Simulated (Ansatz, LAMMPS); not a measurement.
# Charge trapping in glassy 62GeO2-38BaO (mol %) (76 atoms): runs compared

Aim: add and remove one electron in glassy 62GeO2-38BaO (mol %) (76 atoms), with atoms held and relaxed, and read trapping energy and localisation.

Computed with Ansatz 0.2.0: Kohn-Sham DFT, LDA, PAW (set soft_1), plane waves.

**1. The cell as built**

The cell holds 76 atoms: 18 Ge, 11 Ba and 47 O. Its edges and angles: a = 10.830 Å, b = 10.830 Å, c = 10.830 Å, α = 90.0°, β = 90.0°, γ = 90.0°. 76 atoms (18 Ge, 11 Ba, 47 O) placed at random at 4.59 g/cm³, melted at 4000 K for 10 ps at fixed volume with the Morse and Coulomb pair potential with partial charges (Pedone, Malavasi, Menziani, Cormack and Segre, J. Phys. Chem. B 110, 11780 (2006)). Quenched from 4000 K to 300 K at 20 K/ps and fixed volume, held 10 ps at zero pressure, then minimised at fixed cell.

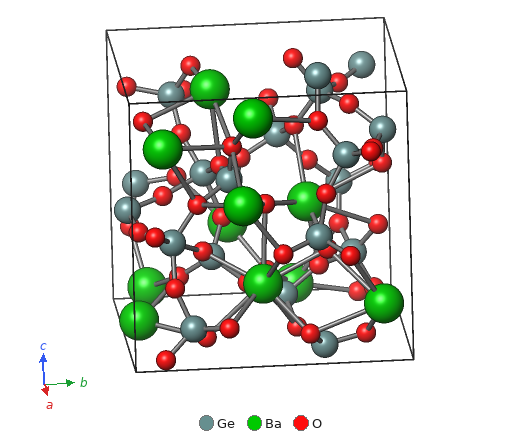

The cell as built. Some periodic images of atoms are drawn too.

What the set-up can't give: The quench rate of 20 K/ps is many orders above laboratory rates, so the cell is likely richer in defects and strain than a real sample. The starting topology of bonds comes from the classical model, and needn't be the one that DFT or experiment would give. The Brillouin zone is sampled at Γ only, in a cell whose shortest periodic width is 11 Å. No spin–orbit coupling is included, so levels derived from the heavy atoms are approximate.

**2. The reference run**

The reference is a single point at the end of the relaxation.

The charged cells start from the geometry of this run, on a uniform background, with spin and a narrow Fermi–Dirac smearing.

Its input, with most atom lines left out:

```yaml
crystal:
  lattice:
    - [10.82987, 0.0, 0.0]
    - [0.0, 10.82987, 0.0]
    - [0.0, 0.0, 10.82987]
  atoms:
    - { symbol: Ge, position: [0.85762, 0.76573, 0.76335] }
    - { symbol: Ge, position: [0.49189, 0.32301, 0.26899] }
    - { symbol: Ge, position: [0.35016, 0.84485, 0.27441] }
    - { symbol: Ge, position: [0.72384, 0.14977, 0.37805] }
    - { symbol: Ge, position: [0.37448, 0.24787, 0.54674] }
    - { symbol: Ge, position: [0.51031, 0.98797, 0.47762] }
    - { symbol: Ge, position: [0.39643, 0.76296, 0.83879] }
    [... atom lines 8 to 76 left out ...]
kpoints:
  mp_grid: { grid: [1, 1, 1] }
hamiltonian:
  xc: lda
  pseudopotentials: { kind: paw, azcp: { folder: soft_1 }, xc_functional: pbe }
scf:
  occupations: { method: fixed }
output:
  forces: true
  stress: true
  populations: true
  dos:
    method: { smearing: { sigma: 0.15 } }
    de: 0.1
    projected: { site_lists: { Ba: [Ba], Ge: [Ge], O: [O] } }
  eigenvalues: true
  write_density: true
  write_potential: true
  volumetric_format: npy
```

| Item | Value |
| --- | --- |
| free energy per atom | -2178.8702 eV/atom |
| r.m.s. force component | 0.00699 eV/Å |
| pressure | -2.966 GPa |

Filled and empty levels are parted by 2.31 eV (at Γ alone); a local or semilocal functional tends to put such gaps too low. In a disordered cell it changes from sample to sample, and tail or defect levels can set it.

**3. The runs**

Each row is one run, on 4 threads of Arm Neoverse V1, shared host. The free energy is the program's total, comparable only between runs with the same functional, potentials and atoms; between charge states it hangs on the program's zero of potential.

```
                                              run  atoms    outcome  ionic steps, all passes  free energy (eV)     time  host memory (GiB)
                        Single point at the start     76  converged                        -       -165586.506     24 s                1.5
                                       Relaxation     76  converged                       48       -165594.136  9.1 min                1.5
             Single point at the relaxed geometry     76  converged                        -       -165594.136     32 s                1.6
                    An extra electron, atoms held     76  converged                        -       -165586.582  1.8 min                2.7
                 An extra electron, atoms relaxed     76  converged                        5       -165586.620  3.8 min                2.6
An extra electron, levels at the relaxed geometry     76  converged                        -       -165586.620  1.7 min                2.7
          Neutral at the geometry of the electron     76  converged                        -       -165594.098     30 s                1.6
                        An extra hole, atoms held     76  converged                        -       -165599.129    2 min                2.7
                     An extra hole, atoms relaxed     76  converged                       12       -165599.638  6.5 min                2.7
    An extra hole, levels at the relaxed geometry     76  converged                        -       -165599.638     72 s                2.7
              Neutral at the geometry of the hole     76  converged                        -       -165592.833     45 s                1.6
```

A closer look about O46, which holds the most spin of the extra hole after relaxation: 8 atoms, nearest first, numbered in the order of the input, with positions taken from that point.

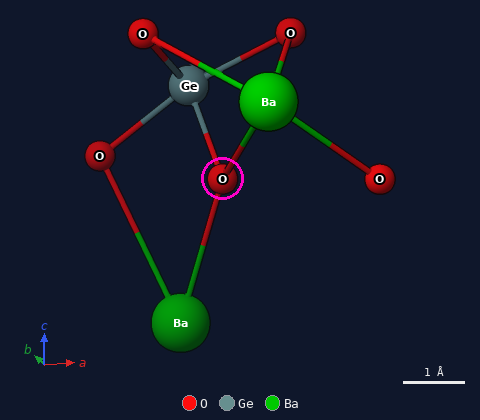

The atoms of the table, within 2.8 Å (arrows a, b, c point along x, y, z); some may hide others; the central atom is ringed.

```
atom      x      y      z  distance (Å)  intrinsic-atomic-orbital charge (e)  moment (μB)
 O46   0.00   0.00   0.00          0.00                                -0.85         0.40
Ge11  -0.34   1.09   1.37          1.78                                 1.22         0.00
 O71  -1.76   1.47   0.16          2.30                                -0.99         0.39
Ba19  -0.61   0.46  -2.52          2.63                                 1.82         0.00
 O60   1.23   0.34   2.36          2.68                                -0.95         0.00
Ba22   0.31  -2.15   1.76          2.80                                 1.82         0.00
 O45   2.33  -1.59   0.23          2.83                                -1.03         0.05
 O63  -1.33   0.09   2.52          2.85                                -0.90         0.00
```

**4. Energies and spread of the extra charge**

Energies are differences within one cell and functional; the shift is the gain plus the neutral cell's energy at the new geometry, that is how much cheaper the vertical process becomes there. The spread is the participation number of the site moments (1/Σw², over the spin inside atomic spheres), with the atom that holds the largest share and the spin that the spheres hold in all.

```
 carrier  charged less neutral, atoms held (eV)  gain on relaxing (eV)  neutral cell at that geometry, less the reference (eV)  shift of the vertical energy (eV)       spread, atoms held         spread, relaxed
electron                                  7.554                  0.037                                                   0.038                              0.076   56; O70 3 % of 0.07 μB  54; O70 3 % of 0.13 μB
    hole                                 -4.992                  0.510                                                   1.303                              1.813  13; O46 14 % of 0.81 μB  2; O46 46 % of 0.87 μB
```

**5. What came out**

The extra electron gains 0.037 eV as the atoms relax, and its spin stays on about 54 atoms: it stays spread out at this level. The cell with the electron keeps a moment of only 0.33 μB where one unpaired electron should give 1 μB: the carrier is shared between both spins, which can hide trapping. With the atoms held, the spheres hold only 0.07 of the 0.19 μB, so the spread is read from a small part of the spin. The extra hole gains 0.51 eV as the atoms relax, and its spin goes from about 13 to 2 atoms: the atoms trap it, with the largest share on O46. The O46–O71 distance goes from 2.75 to 2.30 Å. Adding the two vertical energies gives 2.56 eV, against a gap of 2.31 eV in the neutral cell. The zero of the potential cancels in this sum; the excess isn't taken apart here: charging of a small cell, filling of bands on a coarse mesh and the attraction to the background can all enter.

Caveats: Single energies of charged cells hang on the program's zero of potential. In the spin-polarised runs the search for a state of lower energy was switched off. No distortion was seeded, so a trapped state behind a barrier can't be found. Local and local or semilocal functionals favour spread-out charges, so trapping can be missed. The pressure of -3.0 GPa shows the cell to be stretched for this functional. Charged cells carry a uniform background, with no correction for images.

The DFT runs together took 28 min of wall time.

[Logs are printed without paths, hosts, clocks, repeated set-up lines and the standing remarks that a program may print on its own settings, such as how far it seeks lower states.]

[Hosts, paths, dates, database ids (printed as entryN), source tags and the programs' standing remarks are cut or masked in the printed files.]
